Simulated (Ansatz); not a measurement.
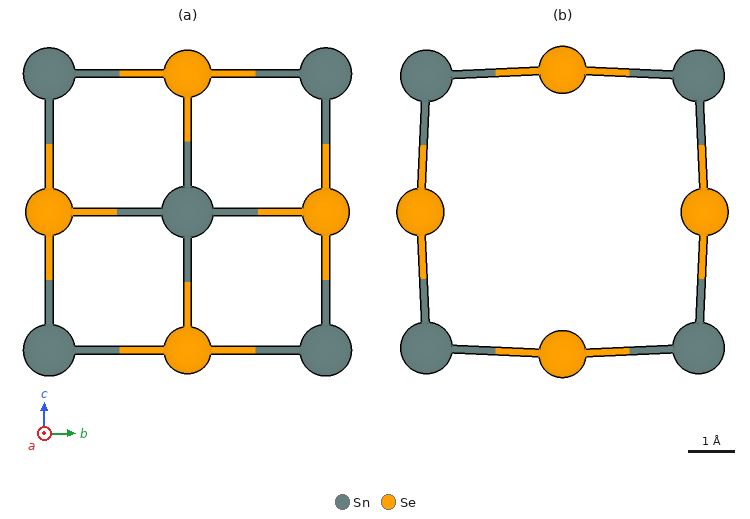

Left: perfect SnSe. Right: the same region with one point defect, after relaxing the atoms in a supercell of 32 sites. Style: ball-and-stick. Shown: the atoms within 6.0 Å of one point, in a slice 5.0 Å thick across the line of sight, along the a axis.

Method: Ansatz, DFT PBE, scalar-relativistic, plane waves, PAW. Set-up: plane-wave cutoff 420 eV; k-point mesh 2 × 2 × 2; occupations gaussian; smearing width 0.02 eV; mesh shifted by (0.5, 0.5, 0.5); collinear spin. The cell is small and the k-mesh coarse, so the numbers are rough. The axes drawn are those of the host's conventional cell.

Q: What kind of defect was made?

A: A tin atom is taken out (a vacancy).

The charge state of the cell is 0.

Q: What does the relaxation do around it?

A: Around the empty Sn site the host had 6 Se at 3.03 Å; after relaxation the nearest atoms are 6 Se at 3.12 Å. Of the host's atoms, a selenium atom moves furthest from its site, by 0.08 Å. Relaxing the atoms from the host's sites lowers the energy by 0.22 eV. At a tolerance of 0.02 Å the relaxed supercell has space group Im-3m.
